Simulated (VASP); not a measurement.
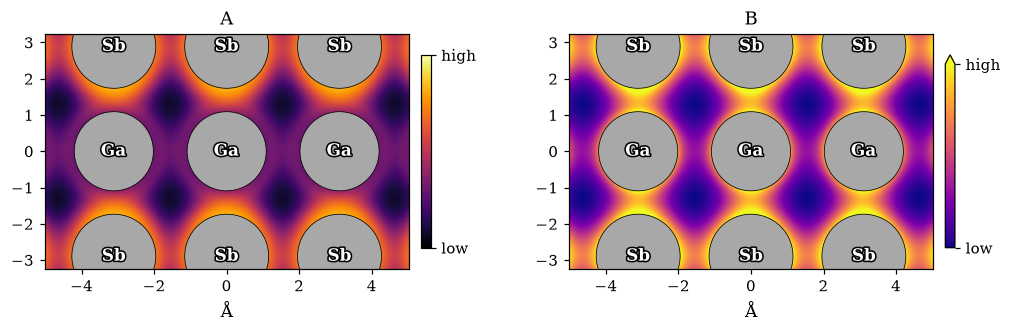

GaSb: 2 fields on the (010) plane of the conventional cell, with unlabelled colour scales. Grey discs cover the atomic cores.

Space group Immm; a structure from a database of computed crystals, not necessarily the ambient phase.

Theory: Kohn-Sham DFT of a periodic cell, PBE, VASP PAW PBE potentials, recommended in VASP.

```
Ga Sb
1.0
     3.11180    0.00000    0.00000
     0.00000    5.35001    0.00000
     0.00000    0.00000    5.78663
Ga Sb
2 2
Cartesian
  0.0000 0.0000 0.0000
  1.5559 2.6750 2.8933
  0.0000 0.0000 2.8933
  1.5559 2.6750 0.0000
```

**The panels show electron localisation function and valence pseudo-density in some order. Assign them.**

Panel A: electron localisation function. Panel B: valence pseudo-density. From the grid: Ga–Sb (2.89 Å): ρ at the midpoint is about 0.27 e/Å³; the ELF is about 0.70 at the midpoint. Sb–Sb (3.11 Å): ρ is about 0.23 e/Å³ halfway; the ELF is about 0.55 at the midpoint.
